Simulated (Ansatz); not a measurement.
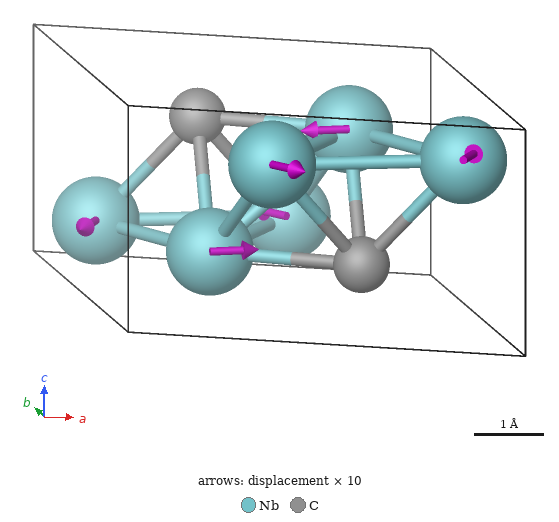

A relaxation of crystalline Nb3C (a generated structure, set up in P6_3/m) (coarse preliminary run). The starting structure is drawn; purple arrows show the displacements (the part carried along by the change of the cell is left out), 10 times their true length.

The picture is a ball-and-stick view of the cell of the calculation, seen slightly off an axis.

Method: Ansatz 0.2.0, DFT PBE, scalar-relativistic, plane waves, PAW.

The input:
```yaml
crystal:
  lattice:
    - [6.09815747, 0.0, 0.0]
    - [-3.04907873, 5.28115928, 0.0]
    - [0.0, 0.0, 3.39843297]
  atoms:
    - { symbol: Nb, position: [0.29710001, 0.3829, 0.25] }
    - { symbol: Nb, position: [0.91420001, 0.29710001, 0.75] }
    - { symbol: Nb, position: [0.6171, 0.91420001, 0.25] }
    - { symbol: Nb, position: [0.70289999, 0.6171, 0.75] }
    - { symbol: Nb, position: [0.08579999, 0.70289999, 0.25] }
    - { symbol: Nb, position: [0.3829, 0.08579999, 0.75] }
    - { symbol: C, position: [0.66666667, 0.33333333, 0.25] }
    - { symbol: C, position: [0.33333333, 0.66666667, 0.75] }
basis:
  ecutwfc: 420
kpoints:
  mp_grid: { grid: [3, 3, 6] }
hamiltonian:
  xc: pbe
scf:
  occupations: { method: gaussian, width: 0.1 }
  lower_state_search: "off"
output:
  forces: true
  stress: true
  eigenvalues: true
relax:
  adjacent_minimum: "off"
  f_tol: 0.04
  max_steps: 70
  cell: { stress_tol: 0.4 }
```

Launched with:
```bash
ansatz run input.yaml --threads 1 --pin off --max-ram 2560MiB --backend cpu --events-out ev --progress --plain --runs-dir out
```

Atoms of which element are displaced furthest, and by how much?

Niobium: up to 0.074 Å, against 0.000 Å for carbon.

What did the optimiser do to the structure, and how much energy did it gain?

The largest moves relative to the cell, 0.074 Å, are those of Nb1, Nb2, Nb3, Nb4, Nb5 and Nb6. Nb5 goes along [−1 −2 0]. C stays in place. The volume changes by +11.1 %, with a = b 6.098 → 6.551 Å (+7.4 %), c 3.398 → 3.272 Å (−3.7 %). Among the contacts that change: Nb1–Nb3 2.825 → 3.026 Å, Nb1–Nb2 2.719 → 2.850 Å, Nb1–Nb1 3.398 → 3.272 Å, Nb1–C7 2.419 → 2.538 Å. The space group stays P6_3/m (No. 176). After 5 accepted moves (7 points after the start) the energy has fallen by 176 meV per atom. The largest force component goes from 0.88 to 0.0045 eV/Å. The pressure goes from 22.55 to 0.18 GPa. The line search rejected the trial step at point 5 of the run. The SCF was repeated once at an unchanged geometry on a basis and grid sized afresh for the cell, which shifted the energy by 2.3 meV per atom at most.
